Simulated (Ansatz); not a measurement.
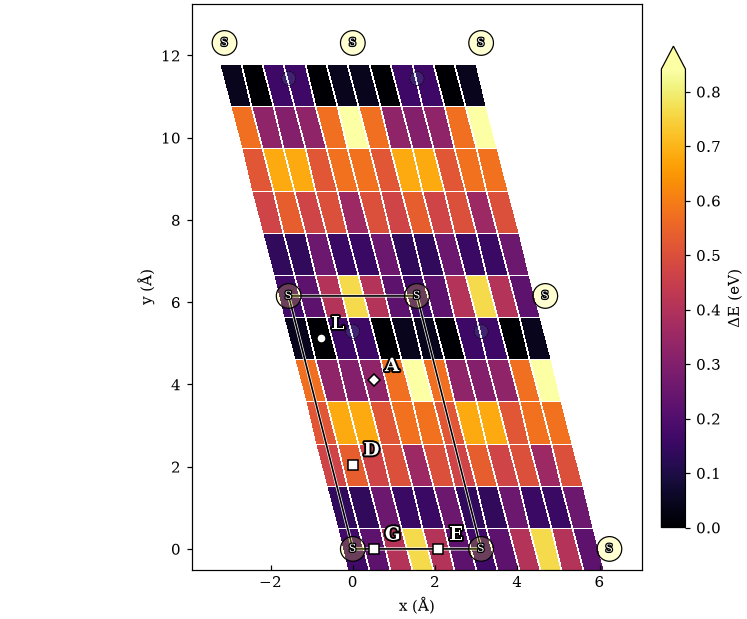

H on a MoS₂(101) slab cut from the R-3m phase (9 atoms of substrate and one adsorbate in a 1 × 1 cell). One H atom a 1 × 1 cell is placed over a mesh of places on the rigid (1 0 1) surface, and only its height is relaxed. Places are given modulo a cell vector. The map is drawn in real space over the plane of the surface. The scan uses a 6 × 6 grid. Energies are in eV, from the lowest grid point. At some places the adsorbate sinks to or below the level of the top layer. With one adsorbate in each 1 × 1 cell, its nearest image is 3.1 Å away, so neighbouring adsorbates interact. These are results of Ansatz, DFT PBEsol, scalar-relativistic, plane waves, PAW, not measurements.

The picture shows one coloured cell a grid point, labelled circles for the atoms of the top layer and small ones for the second layer, the outline of one cell of the 2 × 2 shown, one colour for all values above the top of the scale, lettered points.

### Is D the lowest point of the computed grid?

No. D lies 0.54 eV above the lowest grid point, which is at (1/6, 5/6) of the cell vectors [nearest 1 S at 1.41 Å].

### Rank the lettered points by energy, lowest first.

L (0.00 eV), G (0.23 eV), A (0.33 eV), E (0.40 eV), D (0.54 eV).
